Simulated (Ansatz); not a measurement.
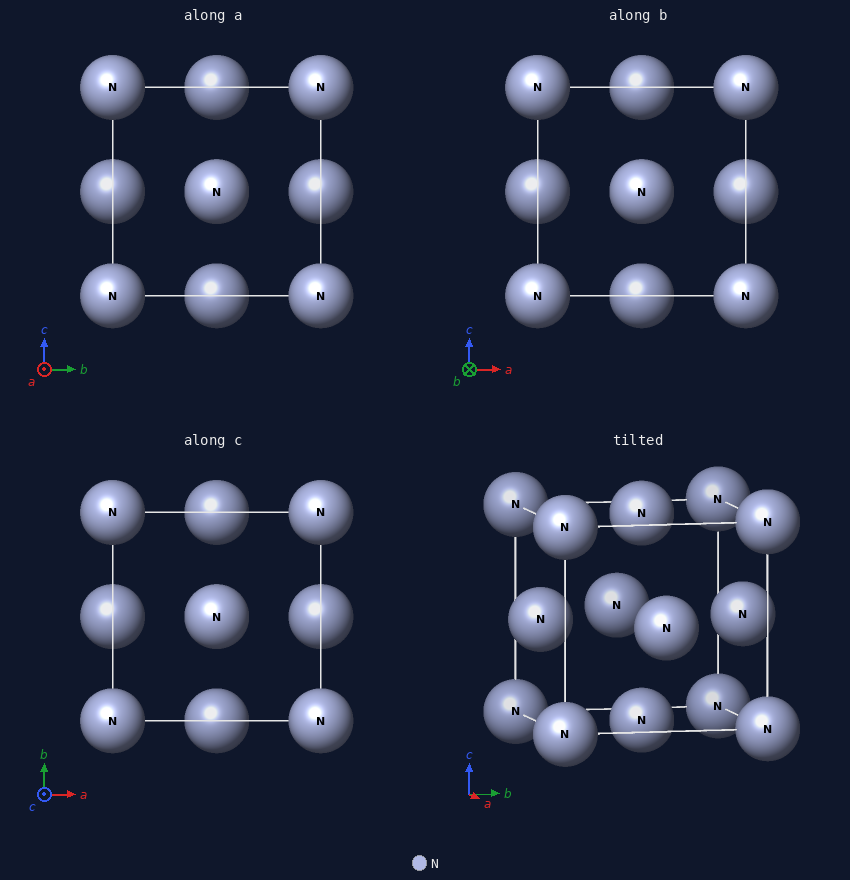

Crystal structure, spheres-only style, seen along the a axis, along the b axis, along the c axis and slightly off an axis. The parallelepiped is the conventional unit cell.

Lattice parameters: a = 3.068 Å, b = 3.068 Å, c = 3.068 Å, α = 90.00°, β = 90.00°, γ = 90.00°.

**From the views, write a table of Wyckoff sites.**

Space group Fm-3m (No. 225).
```json
{"atom": "N", "site": "4a", "x": "0.0000", "y": "0.0000", "z": "0.0000"}
```

Its origin is a structure type filled with this element by a generator (whether the element takes this form wasn't checked). The cell was then strained or its atoms displaced on purpose. It was run through Ansatz as a DFT input.

At this level of theory the cell isn't at rest (compressed, at 10 GPa), so its distances can differ from those at equilibrium, the more so the softer the solid.
